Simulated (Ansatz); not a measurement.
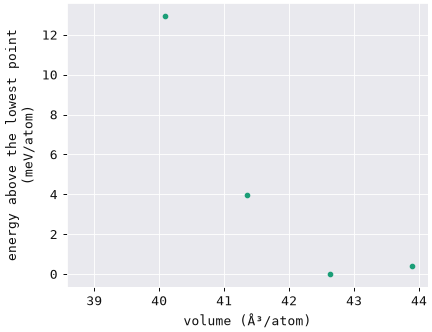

Plotted: energy above the lowest point against volume for Ca, space group Fm-3m (No. 225) (one of a set of cubic test structures, which need not be the stable phase).

Calculation (Ansatz 0.2.0 development build): equation of state of a cubic crystal from periodic Kohn-Sham density functional theory without spin, third-order Birch-Murnaghan fit to the free energies; pressure corrected for the finite basis. Level: r2SCAN.

- structure type: fcc
- atoms in cell: 1
- space group number: 225
- lattice centring: face-centred primitive
- k mesh: 11×11×11
- occupation method: Fermi–Dirac
- occupation width: 0.1 eV
- wave cutoff: 520 eV
- datasets: hand-made PAW
- density tolerance: 1e−09 eV
- bands: 9
- density cutoff ratio: 4
- search for lower states: default
- xc grid level: 2

The point at volume 38.83 Å³/atom is left out of the plot. What does the calculation give there?

```
volume (Å³/atom)  energy above the lowest point (meV/atom)
           38.83                                      27.5
```
